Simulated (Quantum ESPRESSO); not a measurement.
**Run report: Pb, single-point calculation**

The run: single-point calculation of Pb (1 atom in the cell). Method and program: Kohn-Sham DFT of a periodic cell, PBE, SG15 PBE 1.2, no spin polarisation (Quantum ESPRESSO 7.5).

The structure derives from an entry of the Crystallography Open Database.

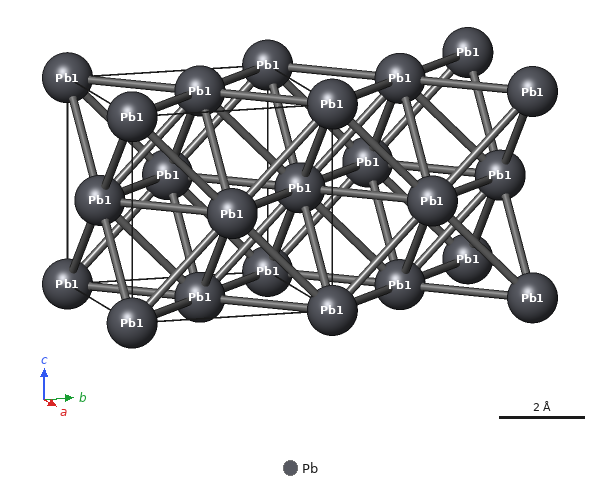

**Figure 1.** The input geometry (ball-and-stick view of the cell 4 times as large as that of the calculation, set on its symmetry axes, repeated 1 × 2 × 1, seen slightly off an axis; atoms are numbered from 1 in the order of the input). Near neighbours in the crystal (not all of them lie inside the picture): Pb has 12 Pb at 3.50 Å.

### The input
```
&CONTROL
  calculation = 'scf'
  prefix = 'pwscf'
  outdir = './tmp'
  pseudo_dir = './pseudo'
  tprnfor = .true.
  tstress = .true.
  disk_io = 'nowf'
/
&SYSTEM
  ibrav = 0
  nat = 1
  ntyp = 1
  ecutwfc = 56
  nbnd = 13
  occupations = 'smearing'
  smearing = 'fd'
  degauss = 0.00367493
/
&ELECTRONS
  conv_thr = 2d-10
  electron_maxstep = 120
  mixing_beta = 0.5
/
ATOMIC_SPECIES
Pb   207.2000 Pb_ONCV_PBE-1.2.upf
CELL_PARAMETERS angstrom
   0.0000000000    2.4750200000    2.4750200000
   2.4750200000    0.0000000000    2.4750200000
   2.4750200000    2.4750200000    0.0000000000
ATOMIC_POSITIONS crystal
Pb     0.0000000000    0.0000000000    0.0000000000
K_POINTS automatic
6 6 6 0 0 0
```

Run as:
```bash
OMP_NUM_THREADS=1 mpirun -n 2 pw.x -nk 2 -in pw.in > pw.out
```

### Output
```
This program is part of the open-source Quantum ESPRESSO suite
     for quantum simulation of materials; please cite
         "P. Giannozzi et al., J. Phys.:Condens. Matter 21 395502 (2009);
         "P. Giannozzi et al., J. Phys.:Condens. Matter 29 465901 (2017);
         "P. Giannozzi et al., J. Chem. Phys. 152 154105 (2020);
          URL
     in publications or presentations arising from this work. More details at

     Message from routine setup:
     using ibrav=0 with symmetry is DISCOURAGED, use correct ibrav instead

     K-points division:     npool     =       2
     Subspace diagonalization in iterative solution of the eigenvalue problem:
     a serial algorithm will be used

     G-vector sticks info
     --------------------
     sticks:   dense  smooth     PW     G-vecs:    dense   smooth      PW
     Sum         673     673    211                11575    11575    1989

     Using Slab Decomposition

     bravais-lattice index     =            0
     lattice parameter (alat)  =       6.6144  a.u.
     unit-cell volume          =     204.6269 (a.u.)^3
     number of atoms/cell      =            1
     number of atomic types    =            1
     number of electrons       =        14.00
     number of Kohn-Sham states=           13
     kinetic-energy cutoff     =      56.0000  Ry
     charge density cutoff     =     224.0000  Ry
     scf convergence threshold =      2.0E-10
     mixing beta               =       0.5000
     number of iterations used =            8  plain     mixing
     Exchange-correlation= PBE
                           (   1   4   3   4   0   0   0)

     celldm(1)=   6.614432  celldm(2)=   0.000000  celldm(3)=   0.000000
     celldm(4)=   0.000000  celldm(5)=   0.000000  celldm(6)=   0.000000

     crystal axes: (cart. coord. in units of alat)
               a(1) = (   0.000000   0.707107   0.707107 )
               a(2) = (   0.707107   0.000000   0.707107 )
               a(3) = (   0.707107   0.707107   0.000000 )

     reciprocal axes: (cart. coord. in units 2 pi/alat)
               b(1) = ( -0.707107  0.707107  0.707107 )
               b(2) = (  0.707107 -0.707107  0.707107 )
               b(3) = (  0.707107  0.707107 -0.707107 )

     PseudoPot. # 1 for Pb read from file:
     Pb_ONCV_PBE-1.2.upf
     Pseudo is Norm-conserving, Zval = 14.0
     Generated using ONCVPSP code by D. R. Hamann
     Using radial grid of  602 points,  8 beta functions with:
                l(1) =   0
                l(2) =   0
                l(3) =   1
                l(4) =   1
                l(5) =   2
                l(6) =   2
                l(7) =   3
                l(8) =   3

     atomic species   valence    mass     pseudopotential
     Pb               14.00   207.20000     Pb( 1.00)

     48 Sym. Ops., with inversion, found

   Cartesian axes

     site n.     atom                  positions (alat units)
         1        Pb     tau(   1) = (   0.0000000   0.0000000   0.0000000  )

     number of k points=    16  Fermi-Dirac smearing, width (Ry)=  0.0037
                       cart. coord. in units 2pi/alat
        k(    1) = (   0.0000000   0.0000000   0.0000000), wk =   0.0092593
        k(    2) = (   0.1178511   0.1178511  -0.1178511), wk =   0.0740741
        k(    3) = (   0.2357023   0.2357023  -0.2357023), wk =   0.0740741
        k(    4) = (  -0.3535534  -0.3535534   0.3535534), wk =   0.0370370
        k(    5) = (   0.2357023   0.0000000  -0.0000000), wk =   0.0555556
        k(    6) = (   0.3535534   0.1178511  -0.1178511), wk =   0.2222222
        k(    7) = (  -0.2357023  -0.4714045   0.4714045), wk =   0.2222222
        k(    8) = (  -0.1178511  -0.3535534   0.3535534), wk =   0.2222222
        k(    9) = (   0.0000000  -0.2357023   0.2357023), wk =   0.1111111
        k(   10) = (   0.4714045   0.0000000  -0.0000000), wk =   0.0555556
        k(   11) = (  -0.1178511  -0.5892557   0.5892557), wk =   0.2222222
        k(   12) = (  -0.0000000  -0.4714045   0.4714045), wk =   0.1111111
        k(   13) = (  -0.7071068   0.0000000   0.0000000), wk =   0.0277778
        k(   14) = (  -0.2357023  -0.4714045   0.7071068), wk =   0.2222222
        k(   15) = (  -0.1178511  -0.3535534   0.5892557), wk =   0.2222222
        k(   16) = (  -0.7071068   0.2357023   0.0000000), wk =   0.1111111

     Dense  grid:    11575 G-vectors     FFT dimensions: (  32,  32,  32)

     Initial potential from superposition of free atoms

     starting charge      13.8979, renormalised to      14.0000
     Starting wfcs are random

     Self-consistent Calculation

     iteration #  1     ecut=    56.00 Ry     beta= 0.50
     Davidson diagonalization with overlap
     ethr =  1.00E-02,  avg # of iterations =  7.4

     Threshold (ethr) on eigenvalues was too large:
     Diagonalizing with lowered threshold

     Davidson diagonalization with overlap
     ethr =  8.40E-05,  avg # of iterations =  5.8

     total energy              =    -112.88699914 Ry
     estimated scf accuracy    <       0.00796946 Ry

     iteration #  2     ecut=    56.00 Ry     beta= 0.50
     Davidson diagonalization with overlap
     ethr =  5.69E-05,  avg # of iterations =  2.0

     total energy              =    -112.88805093 Ry
     estimated scf accuracy    <       0.00040300 Ry

     iteration #  3     ecut=    56.00 Ry     beta= 0.50
     Davidson diagonalization with overlap
     ethr =  2.88E-06,  avg # of iterations =  6.7

     total energy              =    -112.88811099 Ry
     estimated scf accuracy    <       0.00004007 Ry

     iteration #  4     ecut=    56.00 Ry     beta= 0.50
     Davidson diagonalization with overlap
     ethr =  2.86E-07,  avg # of iterations =  1.0

     total energy              =    -112.88811243 Ry
     estimated scf accuracy    <       0.00000011 Ry

     iteration #  5     ecut=    56.00 Ry     beta= 0.50
     Davidson diagonalization with overlap
     ethr =  7.82E-10,  avg # of iterations =  2.4

     total energy              =    -112.88811249 Ry
     estimated scf accuracy    <       0.00000001 Ry

     iteration #  6     ecut=    56.00 Ry     beta= 0.50
     Davidson diagonalization with overlap
     ethr =  8.31E-11,  avg # of iterations =  2.0

     total energy              =    -112.88811249 Ry
     estimated scf accuracy    <          1.8E-09 Ry

     iteration #  7     ecut=    56.00 Ry     beta= 0.50
     Davidson diagonalization with overlap
     ethr =  1.25E-11,  avg # of iterations =  1.4

     End of self-consistent calculation

          k = 0.0000 0.0000 0.0000 (  1459 PWs)   bands (ev):

    -4.7148  -4.7148  -4.7148  -4.5788  -4.5788   0.6028  19.7702  19.7702
    19.7702  22.1117  23.7078  24.8540  24.8540

          k = 0.1179 0.1179-0.1179 (  1432 PWs)   bands (ev):

    -4.7172  -4.6857  -4.6857  -4.5729  -4.5729   1.1379  15.6575  19.2058
    19.2058  21.5242  24.9715  25.5046  25.5549

          k = 0.2357 0.2357-0.2357 (  1441 PWs)   bands (ev):

    -4.7320  -4.6905  -4.6905  -4.4956  -4.4956   2.6937  10.8221  18.3192
    18.3192  21.2876  22.9183  24.0810  24.0810

          k =-0.3536-0.3536 0.3536 (  1458 PWs)   bands (ev):

    -4.7437  -4.7062  -4.7062  -4.4423  -4.4423   4.2292   8.1493  17.9352
    17.9352  21.5962  21.8213  23.5712  23.5712

          k = 0.2357 0.0000-0.0000 (  1447 PWs)   bands (ev):

    -4.7559  -4.6414  -4.6414  -4.6242  -4.5482   1.3156  16.7750  17.6517
    17.6517  20.6841  22.1464  27.5150  27.7228

          k = 0.3536 0.1179-0.1179 (  1437 PWs)   bands (ev):

    -4.7645  -4.6702  -4.6169  -4.5679  -4.4828   2.5385  12.5569  16.5189
    16.6457  20.2335  22.5849  26.3635  26.8603

          k =-0.2357-0.4714 0.4714 (  1451 PWs)   bands (ev):

    -4.7492  -4.6780  -4.6404  -4.5136  -4.4383   4.3409   9.0500  15.0397
    16.6710  19.9385  24.6750  25.4803  26.6295

          k =-0.1179-0.3536 0.3536 (  1453 PWs)   bands (ev):

    -4.7172  -4.6862  -4.6436  -4.5066  -4.4881   3.7668   9.9995  14.3998
    17.7943  20.6944  23.9493  24.8042  27.6254

          k = 0.0000-0.2357 0.2357 (  1432 PWs)   bands (ev):

    -4.7135  -4.6781  -4.6329  -4.6071  -4.5155   2.0193  13.6944  15.3544
    19.4194  22.4509  23.1693  24.6079  25.1594

          k = 0.4714 0.0000-0.0000 (  1439 PWs)   bands (ev):

    -4.8375  -4.7324  -4.4874  -4.4874  -4.4866   3.3978  12.3310  15.2857
    15.2857  18.6784  19.4182  30.3496  30.3497

          k =-0.1179-0.5893 0.5893 (  1459 PWs)   bands (ev):

    -4.8234  -4.7370  -4.5088  -4.4729  -4.4268   4.9508  10.2061  12.7951
    15.0372  18.6593  21.5894  28.8557  29.0672

          k =-0.0000-0.4714 0.4714 (  1464 PWs)   bands (ev):

    -4.7715  -4.6146  -4.5653  -4.5469  -4.4786   5.1904  10.5423  10.8105
    16.0163  19.2723  26.1036  27.7357  27.7368

          k =-0.7071 0.0000 0.0000 (  1428 PWs)   bands (ev):

    -4.8780  -4.7931  -4.4555  -4.4064  -4.4064   5.6410   9.0828  14.4048
    14.4048  17.7417  19.0025  30.5318  32.6651

          k =-0.2357-0.4714 0.7071 (  1446 PWs)   bands (ev):

    -4.7441  -4.7003  -4.6014  -4.4916  -4.4800   3.9715  11.2593  13.1077
    15.3908  21.5470  22.5447  24.7018  29.4463

          k =-0.1179-0.3536 0.5893 (  1448 PWs)   bands (ev):

    -4.7213  -4.6783  -4.5875  -4.5500  -4.4399   5.2091   9.7360  12.3580
    14.3806  21.7584  23.6992  26.5505  26.6097

          k =-0.7071 0.2357 0.0000 (  1458 PWs)   bands (ev):

    -4.7692  -4.7336  -4.5341  -4.5072  -4.4064   5.7186   9.9581  12.2856
    12.9423  21.1638  22.0474  27.1711  27.5507

     the Fermi energy is    12.4900 ev

!    total energy              =    -112.88811249 Ry
     estimated scf accuracy    <          3.7E-11 Ry
     smearing contrib. (-TS)   =      -0.00069930 Ry
     internal energy E=F+TS    =    -112.88741319 Ry

     The total energy is F=E-TS. E is the sum of the following terms:
     one-electron contribution =     -22.54872309 Ry
     hartree contribution      =      19.76958458 Ry
     xc contribution           =     -14.04115456 Ry
     ewald contribution        =     -96.06712013 Ry

     convergence has been achieved in   7 iterations

     Forces acting on atoms (cartesian axes, Ry/au):

     atom    1 type  1   force =     0.00000000    0.00000000    0.00000000

     Total force =     0.000000     Total SCF correction =     0.000000

     Computing stress (Cartesian axis) and pressure

          total   stress  (Ry/bohr**3)                   (kbar)     P=       33.57
   0.00022823  -0.00000000  -0.00000000           33.57       -0.00       -0.00
  -0.00000000   0.00022823  -0.00000000           -0.00       33.57       -0.00
  -0.00000000  -0.00000000   0.00022823           -0.00       -0.00       33.57

=------------------------------------------------------------------------------=
   JOB DONE.
=------------------------------------------------------------------------------=
```

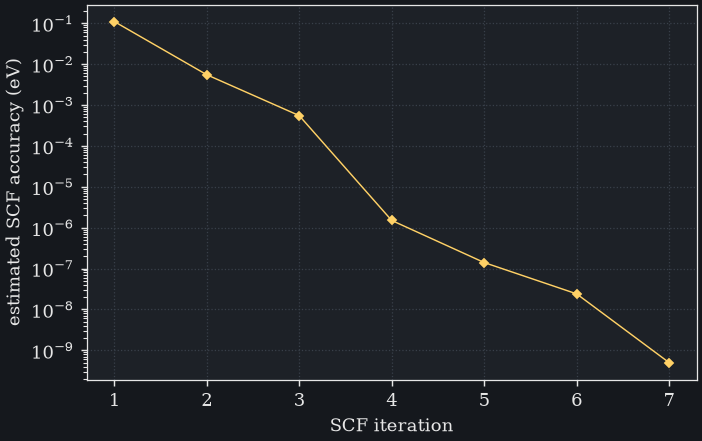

**Figure 2.** Convergence of the self-consistent field: estimated SCF accuracy against the iteration. The field takes 7 iterations in all.

### Summary

| quantity | value |
| --- | --- |
| outcome | converged |
| space group (tolerance 0.01 Å) | Fm-3m (225) |
| electrons treated | 14 |
| free energy | −1535.9210 eV |
| Fermi energy | 12.490 eV |
| gap on the k-point mesh | none (metallic) |
| pressure | 3.36 GPa |
| largest force (length of the vector) | under 0.001 eV/Å |
| hardware | 2 threads of Arm Neoverse V2, 24 GiB of memory available, shared host |
| wall time | 2.1 s (CPU time 4.2 s) |
| peak memory | 0.1 GiB |

### Remarks

Points of doubt noted for this run: coarse mesh. Spin–orbit coupling is left out, which matters for Pb.
